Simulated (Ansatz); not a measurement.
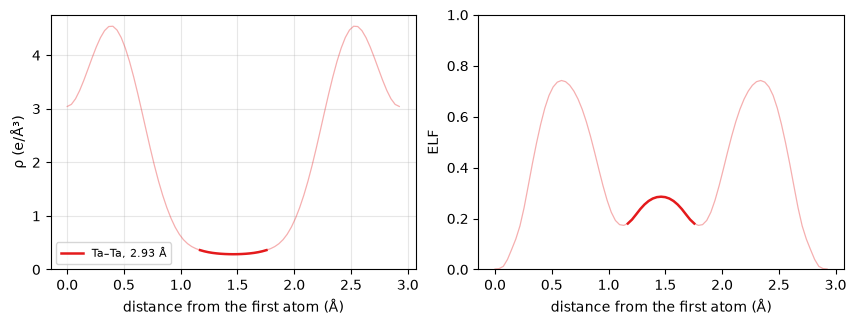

Figure. Ta. Valence pseudo-density and ELF along straight lines between neighbouring atoms. Thin, pale parts lie inside the atomic spheres.

Space group Fm-3m; a structure from a database of computed crystals, not necessarily the ambient phase; computed pressure about 11 GPa in this cell; computed without spin polarisation.

Computed with Ansatz, DFT, r2SCAN, PAW with Ansatz's default frozen-core files, scalar-relativistic.

The density is the valence pseudo-density of a PAW calculation; it isn't the true density close to the nuclei.

Input

```
crystal:
  lattice:
    - [0.0, 2.0683763549, 2.0683763549]
    - [2.0683763549, 0.0, 2.0683763549]
    - [2.0683763549, 2.0683763549, 0.0]
  atoms:
    - { symbol: Ta, position: [0.0, 0.0, 0.0] }
kpoints:
  mp_grid: { grid: [14, 14, 14] }
scf:
  occupations: { method: fermi_dirac, width: 0.08 }
hamiltonian:
  xc: r2scan
  pseudopotentials: { kind: paw }
output:
  forces: true
  stress: true
  eigenvalues: true
  efg: { contact_densities: true }
  write_density: true
  write_potential: true
  elf: true
  volumetric_format: npy
```

Command:

```sh
ansatz run input.yaml --threads 1 --pin off --max-ram 2048MiB --backend cpu --events-out ev --progress --plain --runs-dir out
```

Below, planes, directions and counts refer to the conventional cell (a = 4.14 Å, b = 4.14 Å, c = 4.14 Å, α = 90.00°, β = 90.00°, γ = 90.00°).

> What can be read from the curves?

Ta–Ta (2.93 Å): the density is about 0.29 e/Å³ at the midpoint; the ELF is about 0.30 at the midpoint; no localised pair shows between them.
